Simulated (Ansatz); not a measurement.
Consider Al.

```
CELL_PARAMETERS angstrom
2.81442 0.00000 0.00000
0.00000 4.87472 0.00000
0.00000 0.00000 9.24105
ATOMIC_POSITIONS crystal
Al 0.78433 0.00000 0.00000
Al 0.28433 0.50000 0.00000
Al 0.00000 0.33333 0.25000
Al 0.50000 0.83333 0.25000
Al 0.21567 0.00000 0.50000
Al 0.71567 0.50000 0.50000
Al 0.50000 0.16667 0.75000
Al 0.00000 0.66667 0.75000
```

Space group C222₁; a point of a scan over the structure, not its minimum; a structure from a database of computed crystals, not necessarily the ambient phase; changed on purpose from its base cell (mode 4 frozen in at -0.607 Å, equal normal strain along x and y +0.0000); not relaxed (largest force 0.5 eV/Å); computed pressure about 3 GPa in this cell; PAW files of the earlier set (soft_1).

The calculation used DFT PBE+D3(BJ), scalar-relativistic, plane waves, PAW in Ansatz 0.2.0.

Predict the valence pseudo-density and electron localisation function between the atoms.

Al–Al (2.58 Å): ρ is about 0.28 e/Å³ halfway; the ELF peaks at about 0.80 between the atoms.
Al–Al (2.89 Å): ρ at the midpoint is about 0.2 e/Å³; the ELF is about 0.55 at the midpoint.

Does the calculation make it a metal, or give it a gap?

It is metallic or semimetallic at this level of theory: no gap opens.

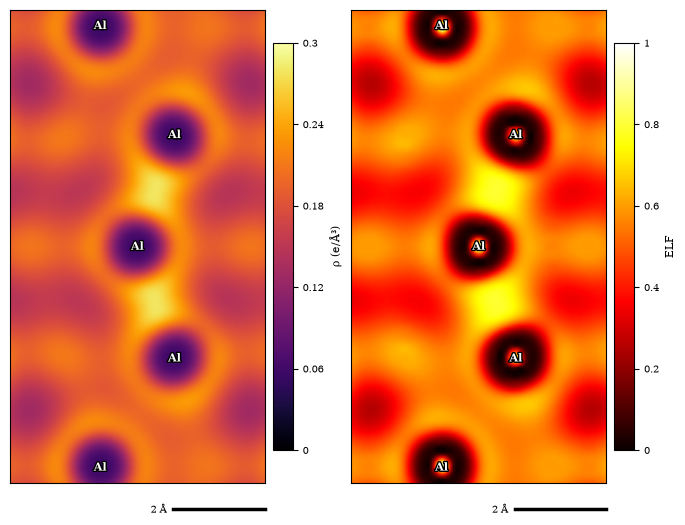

Computed valence pseudo-density and electron localisation function on the (101) plane of the conventional cell, in this order. 

In a PAW calculation such maps are meaningful between the atoms, not at the nuclei.
